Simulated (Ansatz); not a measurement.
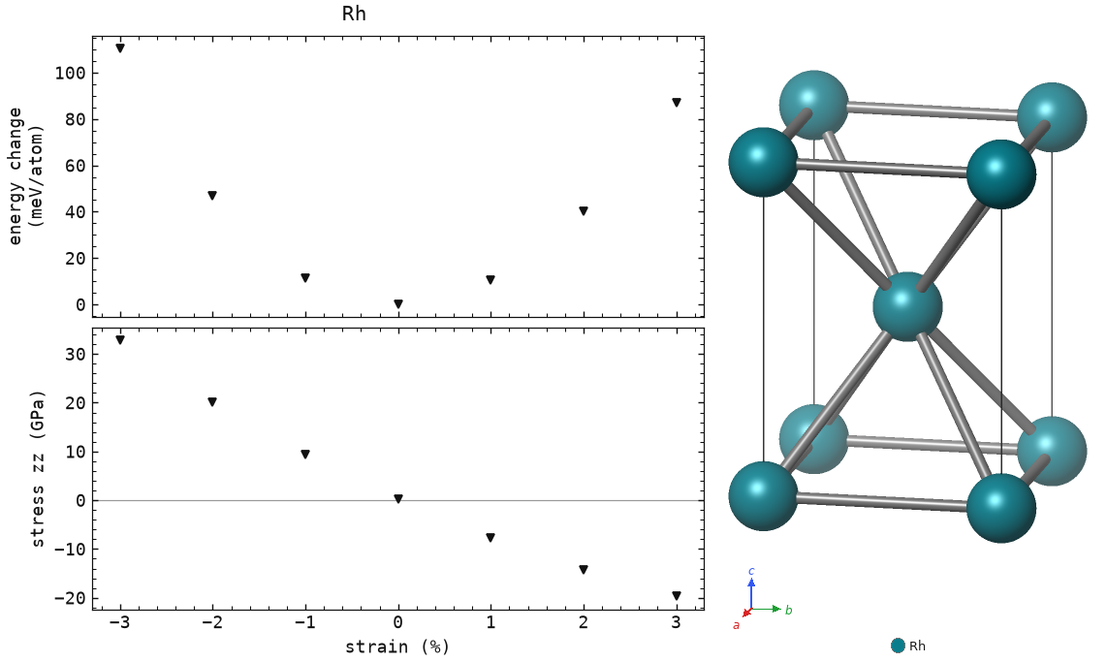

Computed with Ansatz 0.2.0: energy, stress and cell of a relaxed crystal along a series of strains, atoms and what the cell freedom names relaxed within the symmetry; stress is positive in compression; plane waves with PAW datasets, Γ-centred k mesh; energies extrapolated to zero smearing. Level: r2SCAN, no spin polarisation.

wave cutoff 500 eV; k mesh 20×20×14; occupations Gaussian; smearing width 0.1 eV; strain kind isotropic; cell freedom cell held, all vectors scaled.

Cell as given: a = 2.687 Å, b = 2.687 Å, c = 3.800 Å, α = 90.00°, β = 90.00°, γ = 90.00°; 2 atoms.

Figure. Energy change and stress zz against strain for Rh, space group Fm-3m (No. 225). The cell is drawn beside the plot.

The energy rises on both sides of the starting structure, which is therefore a minimum along this path. The energy change is 111 meV/atom at strain −3 % and 87 meV/atom at 3 %; the lowest computed point is at strain 0 % (0 meV/atom). The stress zz falls from 32.79 GPa at strain −3 % to −19.73 GPa at 3 %, and changes sign near 0 %. The solid is metallic at every point.

Caveats: given cell holds a small stress on this mesh.
